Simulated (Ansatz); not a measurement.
Input

```
crystal:
  lattice:
    - [1.7163348488, 0.8897537794, 4.7053066596]
    - [-1.507223236, 0.8701958436, 4.6303366032]
    - [0.0876182073, -1.9312662743, 4.7053067371]
  atoms:
    - { symbol: Na, position: [0.0351463884, 0.0, -0.0351463884] }
    - { symbol: H, position: [0.5139824835, 0.5, 0.4860175165] }
    - { symbol: F, position: [0.4032272211, 0.4343156767, 0.452356093] }
    - { symbol: F, position: [0.547643907, 0.5656843233, 0.5967727789] }
basis:
  ecutwfc: 420
kpoints:
  mp_grid: { grid: [9, 9, 9] }
hamiltonian:
  xc: pbesol
scf:
  occupations: { method: gaussian, width: 0.02 }
output:
  forces: true
  stress: true
  eigenvalues: true
  write_density: true
  write_potential: true
  elf: true
  volumetric_format: npy
relax:
  adjacent_minimum: "off"
  f_tol: 0.02
  max_steps: 40
  cell: { stress_tol: 0.1 }
```

Command:

```sh
ansatz run input.yaml --threads 1 --pin off --max-ram 2560MiB --backend cpu --events-out ev --progress --plain --runs-dir out
```

Below, planes, directions and counts refer to the conventional cell (a = 6.01 Å, b = 3.48 Å, c = 4.99 Å, α = 90.00°, β = 113.21°, γ = 90.00°).

The fields are those of the relaxed geometry.

Space group C2/m; changed on purpose from its base cell (strained and moved within a subgroup, then relaxed).

All numbers below come from DFT PBEsol, scalar-relativistic, plane waves, PAW (Ansatz).

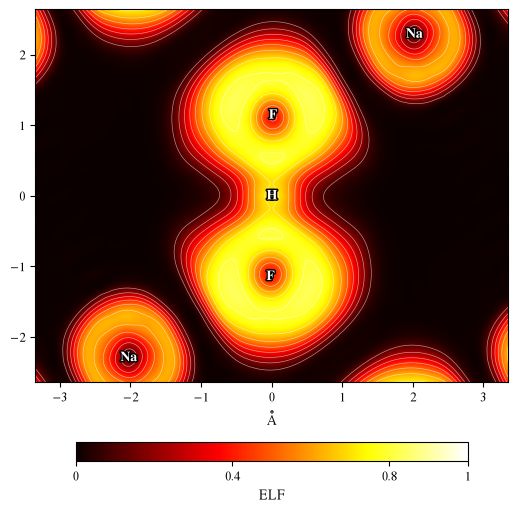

NaHF$_{2}$. ELF on the (010) plane of the conventional cell.

In a PAW calculation such maps are meaningful between the atoms, not at the nuclei.

> What does the map show?

Atoms in the plane: Na, H and F.
F–H (1.14 Å): the ELF peaks at about 0.80 between the atoms.
Na–F (2.31 Å): the ELF is about 0.05 at the midpoint; a closed-shell, largely ionic contact.
The features right at Na lie inside the PAW spheres, where the map follows smoothed inner orbitals and isn't to be read closely.

> Does the calculation make it a metal, or give it a gap?

It is gapped, with a Kohn–Sham gap of 6.9 eV on the k-point mesh, an upper bound to the gap of this method.
